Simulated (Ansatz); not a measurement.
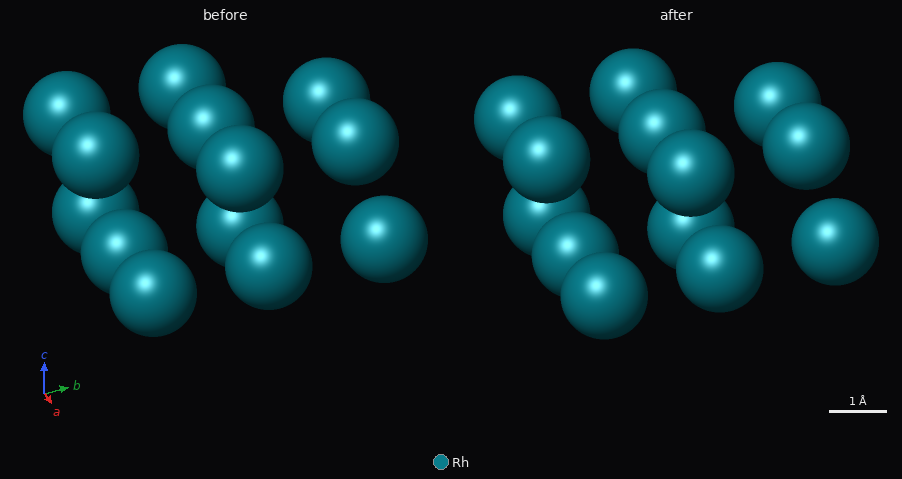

The structure of a slab of composition Rh (cut from the Fm-3m phase) before (left) and after (right) a constrained relaxation, at one scale.

Style: spheres-only. Shown: the atoms within 4.2 Å of the atom that moves most (axes of the 1 × 3 repeat of the cell, outlined in the plane, without the vacuum), slightly off an axis.

Case: flat (1 1 1) slab. 12 atoms are held fixed.

Computed with DFT PBE, scalar-relativistic, plane waves, PAW (Ansatz).

Input
```yaml
crystal:
  lattice:
    - [16.2492207382, 0.0, 0.0]
    - [-1.3541017282, 2.3453729918, 0.0]
    - [0.0, 0.0, 20.8449554503]
  atoms:
    - { symbol: Rh, position: [0.0, 0.0, 0.0719598564] }
    - { symbol: Rh, position: [0.0555555556, 0.6666666667, 0.1780401436] }
    - { symbol: Rh, position: [0.1111111111, 0.3333333333, 0.2841204309] }
    - { symbol: Rh, position: [0.1666666667, 0.0, 0.0719598564] }
    - { symbol: Rh, position: [0.2222222222, 0.6666666667, 0.1780401436] }
    - { symbol: Rh, position: [0.2777777778, 0.3333333333, 0.2841204309] }
    - { symbol: Rh, position: [0.3333333333, 0.0, 0.0719598564] }
    - { symbol: Rh, position: [0.3888888889, 0.6666666667, 0.1780401436] }
    - { symbol: Rh, position: [0.4444444444, 0.3333333333, 0.2841204309] }
    - { symbol: Rh, position: [0.5, 0.0, 0.0719598564] }
    - { symbol: Rh, position: [0.5555555556, 0.6666666667, 0.1780401436] }
    - { symbol: Rh, position: [0.6111111111, 0.3333333333, 0.2841204309] }
    - { symbol: Rh, position: [0.6666666667, 0.0, 0.0719598564] }
    - { symbol: Rh, position: [0.7222222222, 0.6666666667, 0.1780401436] }
    - { symbol: Rh, position: [0.7777777778, 0.3333333333, 0.2841204309] }
    - { symbol: Rh, position: [0.8333333333, 0.0, 0.0719598564] }
    - { symbol: Rh, position: [0.8888888889, 0.6666666667, 0.1780401436] }
    - { symbol: Rh, position: [0.9444444444, 0.3333333333, 0.2841204309] }
    - { symbol: Rh, position: [0.0, 0.0, 0.3902007182] }
    - { symbol: Rh, position: [0.1666666667, 0.0, 0.3902007182] }
    - { symbol: Rh, position: [0.3333333333, 0.0, 0.3902007182] }
    - { symbol: Rh, position: [0.5, 0.0, 0.3902007182] }
    - { symbol: Rh, position: [0.6666666667, 0.0, 0.3902007182] }
    - { symbol: Rh, position: [0.8333333333, 0.0, 0.3902007182] }
basis:
  ecutwfc: 420
kpoints:
  mp_grid: { grid: [2, 12, 1] }
hamiltonian:
  xc: pbe
scf:
  occupations: { method: gaussian, width: 0.1 }
output:
  forces: true
  eigenvalues: true
  populations: true
relax:
  adjacent_minimum: "off"
  f_tol: 0.02
  max_steps: 45
  constraints: [{ sites: [0, 1, 3, 4, 6, 7, 9, 10, 12, 13, 15, 16] }]
efield:
  axis: 3
  dipole_correction: true
  ramp_width: 0.04
```

Launched with:
```bash
ansatz run input.yaml --threads 4 --pin off --max-ram 11264MiB --backend cpu --events-out ev --progress --plain --runs-dir out
```

What changed between the two?

Answer. The largest moves, 0.081 Å, are those of Rh19, Rh20, Rh21, Rh22, Rh23 and Rh24. Rh20 goes along the normal (−c). The cell stays as it was. Near-neighbour distances that change, for instance: Rh18–Rh19 2.708 → 2.680 Å. After 2 accepted moves (3 points after the start) the energy has fallen by 78.3 meV per cell of the calculation. The largest force component goes from 0.29 to 0.014 eV/Å. 1 step only repeated the SCF at the same geometry. The run took 3.9 min on 4 threads of Arm Neoverse V2, on a shared host, peak memory 4.2 GiB.
